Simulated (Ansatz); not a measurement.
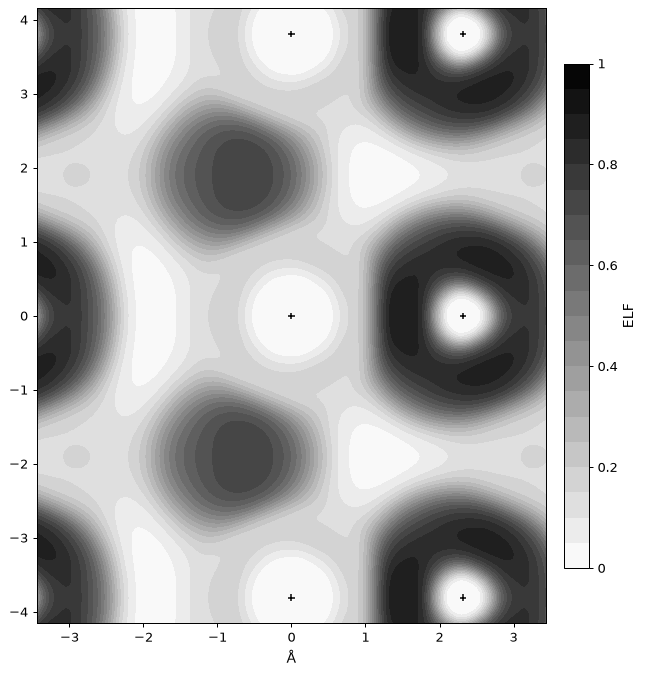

The electron localisation function on a plane through atoms (crosses mark nuclei in the plane).

These are results of DFT r2SCAN, scalar-relativistic, plane waves, PAW (Ansatz 0.2.0), not measurements.

Candidates:
A. ZnS, a = 3.81 Å, b = 3.81 Å, c = 6.18 Å, α = 90.00°, β = 90.00°, γ = 120.00°. Space group P6₃mc; changed on purpose from its base cell (strain -0.0100 x Voigt [0, 0, 1, 0, 0, 0], atoms carried along).
B. Ir, a = 2.83 Å, b = 2.83 Å, c = 4.33 Å, α = 90.00°, β = 90.00°, γ = 120.00°. Space group P6₃/mmc; a structure from a database of computed crystals, not necessarily the ambient phase; changed on purpose from its base cell (strain +0.030 along x and y, -0.030 along z, atoms carried along); computed pressure about −16 GPa in this cell; computed without spin polarisation.
C. AlN, a = 3.11 Å, b = 3.11 Å, c = 9.96 Å, α = 90.00°, β = 90.00°, γ = 60.00°. Space group P6₃mc.

Which candidate gave the map?

Answer. Candidate A: ZnS on the (11̄0) plane of the conventional cell, which holds Zn and S. Zn–S (2.31 Å): the ELF peaks at about 0.90 in the valence shell of S, 0.9 Å from its nucleus, and is about 0.60 at the midpoint.
